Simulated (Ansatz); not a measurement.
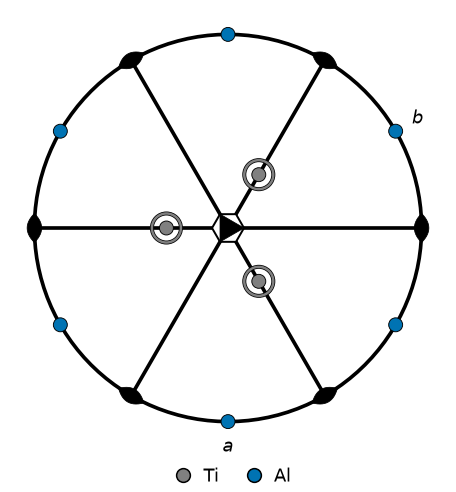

Directions from one aluminium atom at (1/3, 2/3, 1/2) to its bonded neighbours, in stereographic projection down c (filled: above the plane of the page or in it, open: below). Crystal: TiAl, the input geometry of an electronic-structure calculation (not necessarily at equilibrium). All values are computed from the atomic coordinates in the standard setting (tolerance 0.002 Å).

Neighbours are counted up to 3.21 Å for Ti, 2.95 Å for Al. The symmetry elements of the site are drawn in: heavy lines are mirror planes (a heavy rim: a mirror in the plane of the page); lens, triangle, square and hexagon are 2-, 3-, 4- and 6-fold axes, a lens in an open square is −4, a triangle in an open hexagon −6; thin dashed diameters join the ends of axes that lie in the page; a small open circle marks inversion.

```yaml
crystal:
  lattice:
    - [2.86726, 0.00000, 0.00000]
    - [-1.43363, 2.48312, 0.00000]
    - [0.00000, 0.00000, 4.67808]
  atoms:
    - { symbol: Ti, position: [0.00000, 0.00000, 0.00000] }
    - { symbol: Al, position: [0.33333, 0.66667, 0.50000] }
```

> How many neighbours are there, and at what angles?

12: 6 Ti at 2.87 Å, 6 Al at 2.87 Å. Angles between bonds: 60° (24×), 90° (12×), 109° (3×), 120° (18×), 146° (6×), 180° (3×).

> What is the site's symmetry in the crystal?

Point group -6m2 (D3h), order 12: one −6 axis, three twofold axes, four mirror planes. In No. 187, P-6m2 this is Wyckoff position 1d.
